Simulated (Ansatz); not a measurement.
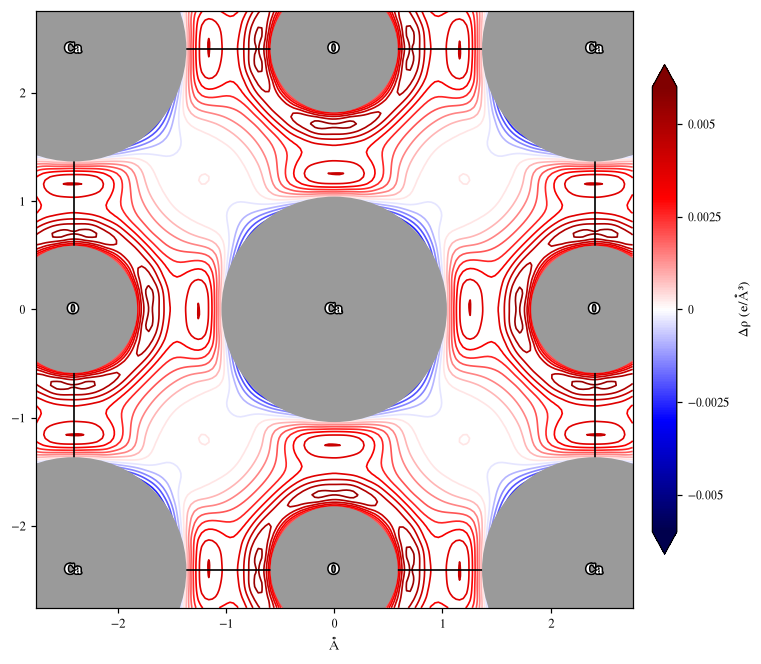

CaO: difference of two self-consistent densities at the same geometry, ρ(HSE06) − ρ(r2SCAN), on the (100) plane of the conventional cell. Grey discs cover the cores, where the PAW densities can't be compared. Cores are masked to 1.0 Å (Ca) and 0.6 Å (O).

Space group Fm-3m.

Both runs: Ansatz, scalar-relativistic, plane waves and PAW, same cutoff, k-points and PAW files (made with PBE).

### What differs between the two levels of theory?

Against r2SCAN, and outside the masked cores, the largest gain, 0.005 e/Å³, lies 0.7 Å from an oxygen nucleus, and the largest loss lies at the edge of the masked core of Ca.
- Bader charges are Ca +1.52 and O −1.52 e with r2SCAN and Ca +1.54 and O −1.54 e with HSE06.
- At this volume the pressure is −1 GPa with r2SCAN and roughly −1 GPa with HSE06.
- The gap on the mesh is 4.20 eV with r2SCAN and 5.31 eV with HSE06.

Run times: 56 s (HSE06) and 8.5 s (base cell), on 1 thread of Arm Neoverse V2, with other jobs on the host.
